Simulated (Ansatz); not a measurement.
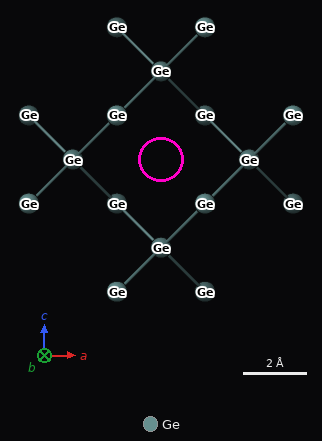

Perfect Ge. Style: ball-and-stick. Shown: the atoms within 5.4 Å of one point, in a slice 3.4 Å thick across the line of sight, along the b axis.

These are results of DFT, PBEsol, PAW, plane waves in Ansatz 0.2.0, not measurements. (plane-wave cutoff 420 eV; k-point mesh 1 × 1 × 1; mesh shifted by (0.25, 0.25, 0.25); collinear spin) Fermi-Dirac smearing of 0.01 eV. A uniform background neutralises the charged cell. The axes drawn are those of the host's conventional cell.

An extra iron atom is put between the host's atoms (an interstitial) at the ringed place, in charge state +2. The supercell has 64 sites, and the atoms are relaxed at the host's cell.

Q: How do the neighbours respond?

A: The Fe atom starts with 10 Ge at 2.45 to 2.84 Å around its place and ends with 10 Ge at 2.50 to 2.95 Å. Of the host's atoms, a germanium atom moves furthest from its site, by 0.09 Å. The Fe atom itself moves 0.11 Å from where it was put. The cell's net moment is 4.00 μB.

The relaxed defect, seen from the same direction:

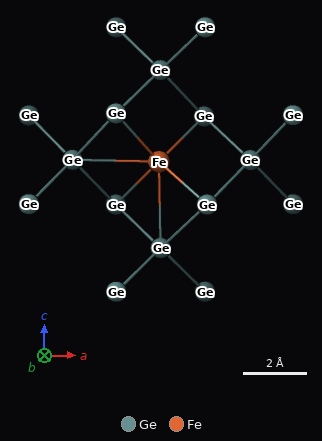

Limits of the set-up: the cell is charged, on a uniform background, and energies carry no finite-size correction.
